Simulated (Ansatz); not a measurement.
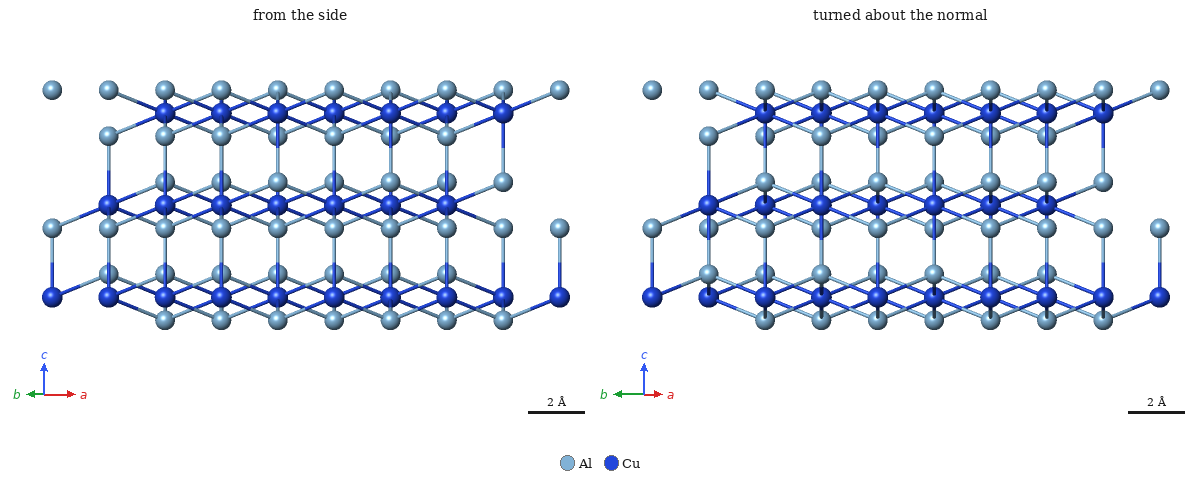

A ball-and-stick picture of a periodic slab, seen from the side and turned about the normal. The surface normal points up in side views; the vacuum is left out. 3×3 cells are drawn in the plane, with atoms at the edges repeated.

The cell holds 6 Al, 3 Cu.

Name the terminations.

Answer. The top face ends in Al, the bottom face in Al. The two faces are alike.

Give the thickness from the bottom atom to the top atom.

Answer. About 8 Å from the lowest to the highest atom.

What is the stacking of atomic planes, top to bottom?

Answer. Nine planes: Al / Cu / Al / Al / Cu / Al / Al / Cu / Al.

Origin of the cell: a structure listed in the Materials Project. The cell was then strained or its atoms displaced on purpose. A calculation with Ansatz used it as input.
